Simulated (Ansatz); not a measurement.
Read the following structure.

```cif
data_structure
_symmetry_space_group_name_H-M 'P 42/m n m'
_symmetry_Int_Tables_number 136
_cell_length_a 5.2955
_cell_length_b 5.2955
_cell_length_c 3.2274
_cell_angle_alpha 90.000
_cell_angle_beta 90.000
_cell_angle_gamma 90.000
_cell_volume 90.51
loop_
_atom_site_label
_atom_site_type_symbol
_atom_site_symmetry_multiplicity
_atom_site_Wyckoff_symbol
_atom_site_fract_x
_atom_site_fract_y
_atom_site_fract_z
_atom_site_occupancy
Hf1 Hf 4 g 0.70454 0.29546 0.00000 1
N1 N 2 a 0.00000 0.00000 0.00000 1
```

Before looking at a picture, describe the arrangement of atoms.

Its composition is Hf₂N. Space group: P4_2/mnm (No. 136). Lattice: primitive tetragonal. One cell contains 4 Hf, 2 N, 6 atoms in all. Counting contacts within bonding distance, the coordination numbers are Hf 14 and N 6. Not all metal-metal contacts are counted.

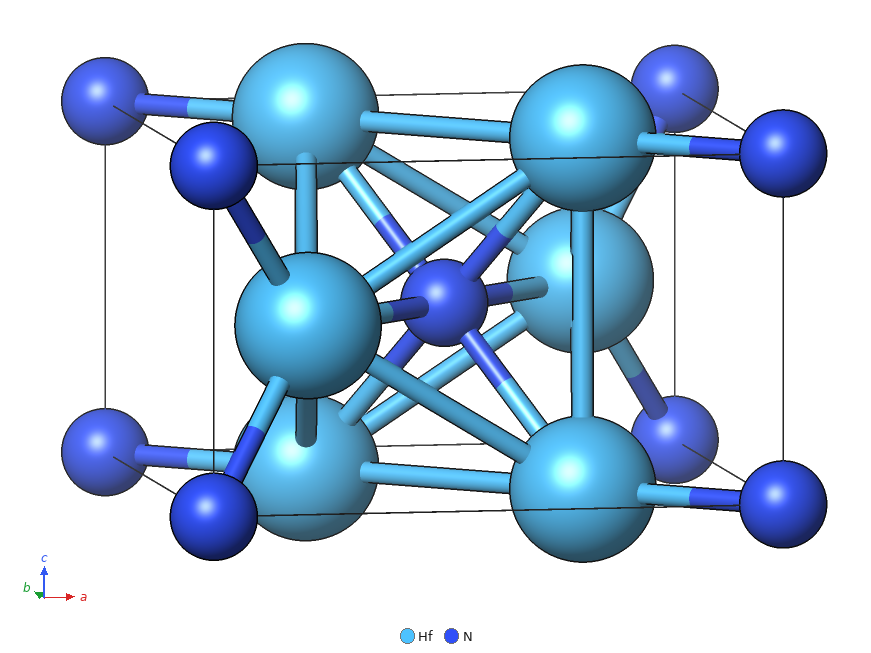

Ball-and-stick drawing of the structure, looking slightly off an axis. The conventional unit cell is drawn as a box.

Starting structure: a structure listed in the Materials Project. Earlier steps of the study, as a rule a relaxation of our own, may have changed the cell and positions, so they can lie some per cent off the listed ones. Ansatz was used for an electronic-structure calculation on it.
